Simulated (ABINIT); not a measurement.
## WS$_{2}$: oneshot calculation (part 1 of 2)

WS$_{2}$ (3 atoms in the cell), computed with Kohn-Sham DFT of a periodic cell, PBEsol, PseudoDojo NC SR PBEsol v0.4.1 standard (ABINIT 10.8.3).

The structure derives from an entry of the Crystallography Open Database. The run did not end well.

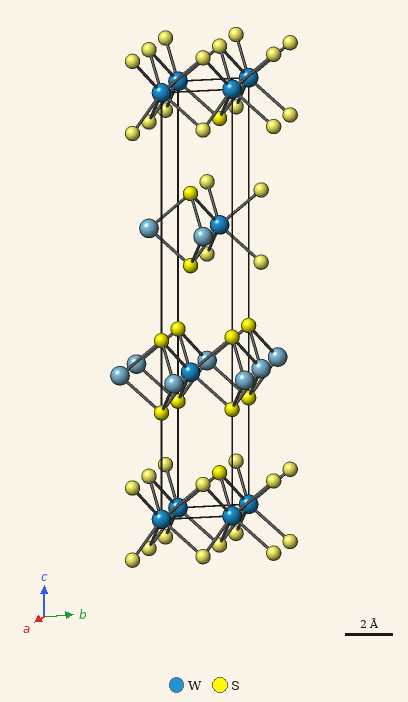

The structure (ball-and-stick view of the cell 3 times as large as that of the calculation, set on its symmetry axes, seen slightly off an axis; neighbours outside the cell are drawn fainter). An atom can appear more than once, as a periodic image. Near neighbours in the periodic cell (some may lie outside the picture): W has 6 S at 2.39 to 2.42 Å; S has 3 W at 2.39 to 2.42 Å.

What the run reported:

```tsv
quantity	value
outcome	stopped at the time limit
space group (tolerance 0.01 Å)	R3m (160)
electrons treated	26
gap on the k-point mesh	0.98 eV
hardware	4 threads of AMD EPYC (Zen 3), 192 GiB of memory available, shared host
wall time	24 min
peak memory	0.24 GiB
```

Diagnosis:

The run was cut off by its time limit, so the output is incomplete. Further notes kept with the run: Slow version without MPI-IO support. Processors send data to master. Points of doubt noted for this run: cutoff too low for stress.

The input:
```
# Datasets
ndtset 3

# Pseudopotentials
pp_dirpath "./"
pseudos "W.upf, S.upf"

# Structure
acell 3*1.0 Angstrom
rprim
     1.5790000000     0.9116360751     6.1633333333
    -1.5790000000     0.9116360751     6.1633333333
     0.0000000000    -1.8232721501     6.1633333333
ntypat 2
znucl 74 16
natom 3
typat 1 2 2
xred
            0.0            0.0            0.0
   0.5810000000   0.5810000000   0.5810000000
   0.7503000000   0.7503000000   0.7503000000

# Plane-wave basis
ecut 31.0

# k points
kptopt 1
ngkpt 6 6 6
nshiftk 1
shiftk 0.0 0.0 0.0
istwfk *1

# Exchange and correlation
ixc -116133

# Bands and occupations
occopt 1

# SCF cycle
nstep 80
diemac 6.0

# Output
iomode 3
prteig 0
prtebands 0

# Dataset 1: ground state
nband1 13
tolvrs1 1.0e-12
prtden1 1
prtwf1 0

# Dataset 2: empty bands at fixed density
iscf2 -2
getden2 1
nband2 25
nbdbuf2 4
tolwfr2 1.0e-12
nstep2 120
prtden2 0

# Dataset 3: self-energy
optdriver3 4
getwfk3 2
nband3 21
ecutsigx3 31.0
ecutwfn3 31.0
symsigma3 1
gwcalctyp3 15
ixc_sigma3 41
getden3 1
fftgw3 01
gw_qprange3 -17
```

Command:
```bash
mpirun --bind-to none -np 4 abinit run.abi > log 2>&1
```

What the program printed:
```
.Version 10.8.3 of ABINIT
 DATASET    1 : space group R3 m (#160); Bravais hR (rhombohedral)
================================================================================
 Values of the parameters that define the memory need for DATASET  1.
     intxc =       0    ionmov =       0      iscf =       7    lmnmax =       8
     lnmax =       8     mgfft =      64  mpssoang =       4    mqgrid =    3001
     natom =       3  nloc_mem =       1    nspden =       1   nspinor =       1
    nsppol =       1      nsym =       6    n1xccc =    2501    ntypat =       2
    occopt =       1   xclevel =       2
       mpw =        2988          nfft =      262144          nkpt =          32
================================================================================
================================================================================

 DATASET    2 : space group R3 m (#160); Bravais hR (rhombohedral)
================================================================================
 Values of the parameters that define the memory need for DATASET  2.
     intxc =       0    ionmov =       0      iscf =      -2    lmnmax =       8
     lnmax =       8     mgfft =      64  mpssoang =       4    mqgrid =    3001
     natom =       3  nloc_mem =       1    nspden =       1   nspinor =       1
    nsppol =       1      nsym =       6    n1xccc =    2501    ntypat =       2
    occopt =       1   xclevel =       2
       mpw =        2988          nfft =      262144          nkpt =          32
================================================================================
================================================================================

 DATASET    3 : space group R3 m (#160); Bravais hR (rhombohedral)
================================================================================
 Values of the parameters that define the memory need for DATASET  3.
     intxc =       0    ionmov =       0      iscf =       7    lmnmax =       8
     lnmax =       8     mgfft =      64  mpssoang =       4    mqgrid =    3001
     natom =       3  nloc_mem =       1    nspden =       1   nspinor =       1
    nsppol =       1      nsym =       6    n1xccc =    2501    ntypat =       2
    occopt =       1   xclevel =       2
       mpw =        2988          nfft =      262144          nkpt =          32
================================================================================
================================================================================

--------------------------------------------------------------------------------
------------- Echo of variables that govern the present computation ------------
--------------------------------------------------------------------------------
 -outvars: echo values of preprocessed input variables --------
            acell      1.8897261259E+00  1.8897261259E+00  1.8897261259E+00 Bohr
              amu      1.83850000E+02  3.20660000E+01
           diemac      6.00000000E+00
             ecut      3.10000000E+01 Hartree
         ecutsigx1     0.00000000E+00 Hartree
         ecutsigx2     0.00000000E+00 Hartree
         ecutsigx3     3.10000000E+01 Hartree
          ecutwfn1     0.00000000E+00 Hartree
          ecutwfn2     0.00000000E+00 Hartree
          ecutwfn3     3.10000000E+01 Hartree
            fftgw1         21
            fftgw2         21
            fftgw3          1
           getden1          0
           getden2          1
           getden3          1
           getwfk1          0
           getwfk2          0
           getwfk3          2
        gwcalctyp1          0
        gwcalctyp2          0
        gwcalctyp3         15
       gw_qprange1          0
       gw_qprange2          0
       gw_qprange3        -17
             iscf1          7
             iscf2         -2
             iscf3          7
              ixc     -116133
        ixc_sigma1          1
        ixc_sigma2          1
        ixc_sigma3         41
           jdtset        1    2    3
                       outvar_i_n : Printing only first  50 k-points.
         kptrlatt        6    0    0      0    6    0      0    0    6
          kptrlen      3.58065306E+01
            natom           3
            nband1         13
            nband2         25
            nband3         21
          nbandhf          13
           nbdbuf1          0
           nbdbuf2          4
           nbdbuf3          0
           ndtset           3
            ngfft          64      64      64
             nkpt          32
           nkpthf         216
          npwsigx1          0
          npwsigx2          0
          npwsigx3       2963
            nstep1         80
            nstep2        120
            nstep3         80
             nsym           6
           ntypat           2
        optdriver1          0
        optdriver2          0
        optdriver3          4
           prtden1          1
           prtden2          0
           prtden3          1
        prtebands           0
           prteig           0
            prtwf1          0
            prtwf2          1
            prtwf3          1
            rprim      1.5790000000E+00  9.1163607510E-01  6.1633333333E+00
                      -1.5790000000E+00  9.1163607510E-01  6.1633333333E+00
                       0.0000000000E+00 -1.8232721501E+00  6.1633333333E+00
          spgroup         160
           tolvrs1     1.00000000E-12
           tolvrs2     0.00000000E+00
           tolvrs3     0.00000000E+00
           tolwfr1     0.00000000E+00
           tolwfr2     1.00000000E-12
           tolwfr3     0.00000000E+00
            typat      1  2  2
          usefock1          0
          usefock2          0
          usefock3          1
           xangst      0.0000000000E+00  0.0000000000E+00  0.0000000000E+00
                      -5.5134224817E-17  5.8099958856E-11  1.0742690000E+01
                       2.5393573261E-16  7.5029893182E-11  1.3873047000E+01
            xcart      0.0000000000E+00  0.0000000000E+00  0.0000000000E+00
                      -1.0418858507E-16  1.0979301016E-10  2.0300741955E+01
                       4.7986898822E-16  1.4178594937E-10  2.6216259362E+01
             xred      0.0000000000E+00  0.0000000000E+00  0.0000000000E+00
                       5.8100000000E-01  5.8100000000E-01  5.8100000000E-01
                       7.5030000000E-01  7.5030000000E-01  7.5030000000E-01
            znucl       74.00000   16.00000

================================================================================

 chkinp: Checking input parameters for consistency, jdtset=   1.

 chkinp: Checking input parameters for consistency, jdtset=   2.

 chkinp: Checking input parameters for consistency, jdtset=   3.

================================================================================
== DATASET  1 ==================================================================

--- !DatasetInfo
iteration_state: {dtset: 1, }
dimensions: {natom: 3, nkpt: 32, mband: 13, nsppol: 1, nspinor: 1, nspden: 1, mpw: 2988, }
cutoff_energies: {ecut:  31.0, pawecutdg:  -1.0, }
electrons: {nelect:   2.60000000E+01, charge:   0.00000000E+00, occopt:   1.00000000E+00, tsmear:   1.00000000E-02, }
meta: {optdriver: 0, ionmov: 0, optcell: 0, iscf: 7, paral_kgb: 0, }
...

 Real(R)+Recip(G) space primitive vectors, cartesian coordinates (Bohr,Bohr^-1):
 R(1)=  2.9838776  1.7227425 11.6470120  G(1)=  0.1675672  0.0967450  0.0286196
 R(2)= -2.9838776  1.7227425 11.6470120  G(2)= -0.1675672  0.0967450  0.0286196
 R(3)=  0.0000000 -3.4454850 11.6470120  G(3)=  0.0000000 -0.1934899  0.0286196
 Unit cell volume ucvol=  3.5922549E+02 bohr^3
 Angles (23,13,12)=  2.84426739E+01  2.84426739E+01  2.84426739E+01 degrees

 getcut: wavevector=  0.0000  0.0000  0.0000  ngfft=  64  64  64
         ecut(hartree)=     31.000   => boxcut(ratio)=   2.10245

--- Pseudopotential description ------------------------------------------------
- pspini: atom type   1  psp file is ./W.upf
  74.00000  14.00000  180301                  znucl, zion, pspdat
12 -116133 3 -1 1396                          pspcod,pspxc,lmax,lloc,mmax
     nproj     2     2     2     2

- pspini: atom type   2  psp file is ./S.upf
  16.00000   6.00000  180301                  znucl, zion, pspdat
12 -116133 2 -1 1146                          pspcod,pspxc,lmax,lloc,mmax
     nproj     2     2     2     0

   7.52712581E+02                                ecore*ucvol(ha*bohr**3)
--------------------------------------------------------------------------------

================================================================================

--- !BeginCycle
iteration_state: {dtset: 1, }
solver: {iscf: 7, nstep: 80, nline: 4, wfoptalg: 0, }
tolerances: {tolvrs: 1.00E-12, }
...

     iter   Etot(hartree)      deltaE(h)  residm     vres2
 ETOT  1  -97.828548413658    -9.783E+01 9.151E-02 5.389E+02
 ETOT  2  -97.791436435868     3.711E-02 5.122E-03 6.890E+03
 ETOT  3  -97.956717169523    -1.653E-01 8.759E-04 2.073E+02
 ETOT  4  -97.963747112038    -7.030E-03 1.610E-04 3.128E+01
 ETOT  5  -97.964320136259    -5.730E-04 9.727E-06 2.027E+00
 ETOT  6  -97.964357988233    -3.785E-05 1.490E-06 2.104E-01
 ETOT  7  -97.964362548800    -4.561E-06 4.227E-07 2.816E-02
 ETOT  8  -97.964363076820    -5.280E-07 6.147E-08 2.157E-03
 ETOT  9  -97.964363120960    -4.414E-08 1.071E-08 3.293E-05
 ETOT 10  -97.964363123358    -2.398E-09 3.521E-09 4.142E-06
 ETOT 11  -97.964363123675    -3.167E-10 5.616E-10 2.704E-07
 ETOT 12  -97.964363123719    -4.452E-11 1.912E-10 4.564E-09
 ETOT 13  -97.964363123729    -9.294E-12 3.253E-11 4.121E-09
 ETOT 14  -97.964363123726     2.316E-12 1.009E-11 4.995E-10
 ETOT 15  -97.964363123729    -2.416E-12 1.909E-12 4.745E-11
 ETOT 16  -97.964363123729    -7.105E-14 5.425E-13 4.879E-12
 ETOT 17  -97.964363123730    -1.052E-12 1.109E-13 5.765E-13

 At SCF step   17       vres2   =  5.77E-13 < tolvrs=  1.00E-12 =>converged.

 Cartesian components of stress tensor (hartree/bohr^3)
  sigma(1 1)=  3.44226240E-05  sigma(3 2)= -3.17329436E-14
  sigma(2 2)=  3.44226238E-05  sigma(3 1)=  0.00000000E+00
  sigma(3 3)= -1.40356638E-06  sigma(2 1)=  0.00000000E+00
```
